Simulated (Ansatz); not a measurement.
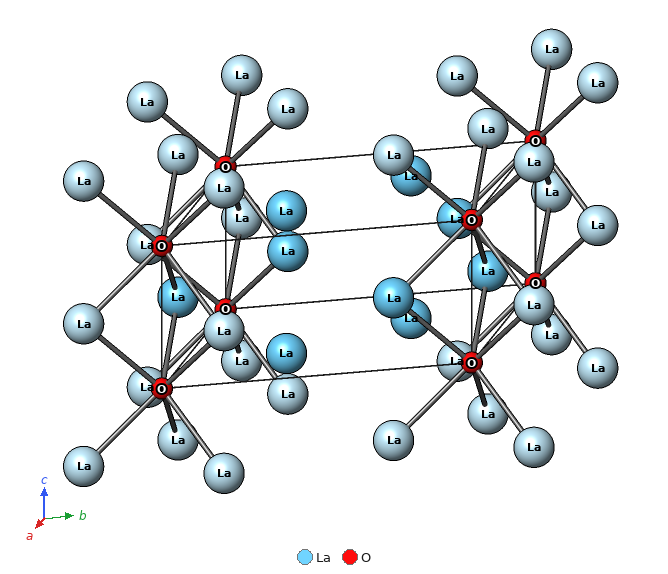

Drawn in the ball-and-stick manner and seen slightly off an axis. The conventional unit cell is outlined; an atom on or near a face, edge or corner is repeated at each equivalent position. Bonds that leave the box are completed with the atoms at their other ends, in fainter colours. Cell: a = 7.79 Å, b = 7.79 Å, c = 3.50 Å, α = 90.00°, β = 90.00°, γ = 120.00°.

The starting point was a structure type filled with these elements by a generator (whether the compound takes this form wasn't checked). Earlier steps of the study, as a rule a relaxation of our own, may have changed the cell and positions, so they can lie some per cent off the listed ones. It went into a calculation with Ansatz.

What is this?

Its composition is La5O. The lattice is primitive hexagonal and the space group P-62m (No. 189). Content of the cell: 5 La, 1 O (Z = 1). O bonds to six La in a trigonal prismatic arrangement at about 2.6 Å. La takes two kinds of site: 3g with two O in a bent arrangement at about 2.6 Å; 2c with no bonds drawn. The bonds build La3O chains along [001]; some La atoms get no bond from the drawing's distance rule.

The numbers come from DFT PBE, scalar-relativistic, plane waves, PAW in Ansatz, using an energy cutoff of 420 eV, k-point mesh 6×6×12, Gaussian smearing of 0.1 eV, no spin polarisation.

How large a gap does the method give, if there is one?

A metal: bands cross the Fermi level.

Give the Bader charge of each element.

La -0.18 to +0.58 e; O -1.38 e.

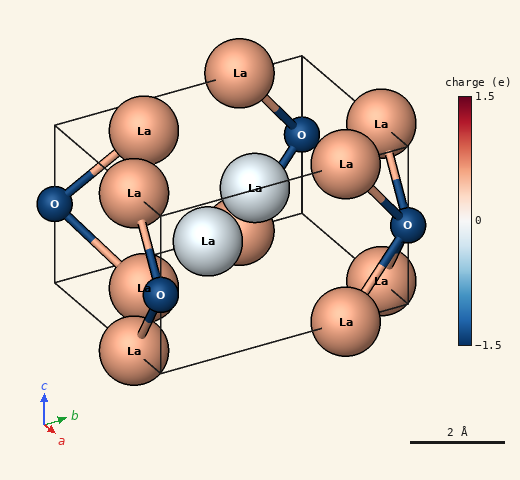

The atoms coloured by those charges. The run's cell of 6 atoms is drawn, so axes and origin can differ from the first picture.

Does the calculation find this structure at rest?

Yes. All forces vanish to within 0.01 eV/Å. The pressure is 0.0 GPa, close to zero.
